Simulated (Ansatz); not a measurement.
```
CELL_PARAMETERS angstrom
5.64371 0.00000 0.00000
0.00000 4.95804 0.00000
0.00000 0.00000 20.18715
ATOMIC_POSITIONS crystal
Ti 0.00000 0.32393 0.19815
Ti 0.50000 0.32393 0.19815
Al 0.25000 0.82393 0.19815
Al 0.75000 0.82393 0.19815
Ti 0.00000 0.63765 0.31235
Ti 0.50000 0.63765 0.31235
Al 0.25000 0.14017 0.31133
Al 0.75000 0.14017 0.31133
Ti 0.00000 0.95948 0.42257
Ti 0.50000 0.95948 0.42257
Al 0.25000 0.45653 0.43033
Al 0.75000 0.45653 0.43033
H 0.37500 0.20653 0.48297
```

A point of a scan over the structure, not its minimum; not relaxed (largest force 0.6 eV/Å); computed without spin polarisation; PAW files of the earlier set (soft_1).

All numbers below come from DFT PBE, scalar-relativistic, plane waves, PAW (Ansatz).

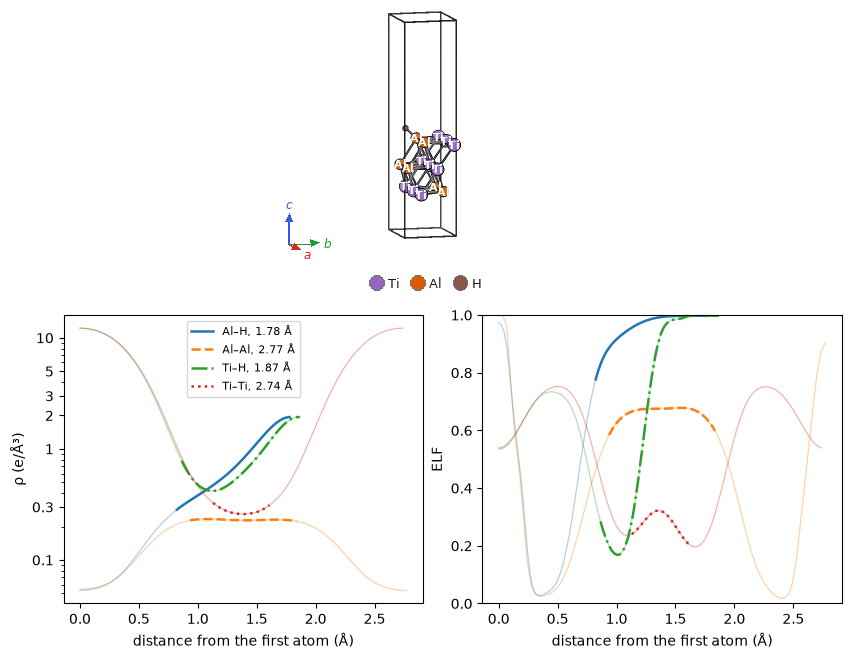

Ti6Al6H (slab). Valence electron density and electron localisation function along straight lines between neighbouring atoms. Thin, pale parts lie inside the atomic spheres. The structure is drawn too.

Core electrons are frozen (PAW), and the valence fields are smoothed inside the atomic spheres.

Question: Compare the contacts.

Answer: Al–H (1.78 Å): the density is about 0.32 e/Å³ at the midpoint; the ELF climbs to about 1 towards the hydrogen.
Al–Al (2.77 Å): the density is about 0.23 e/Å³ at the midpoint; the ELF peaks at about 0.70 between the atoms.
Ti–H (1.87 Å): the density is about 0.58 e/Å³ at the midpoint; the ELF climbs to about 1 towards the hydrogen.
Ti–Ti (2.74 Å): the density is about 0.26 e/Å³ at the midpoint; the ELF is about 0.30 at the midpoint.
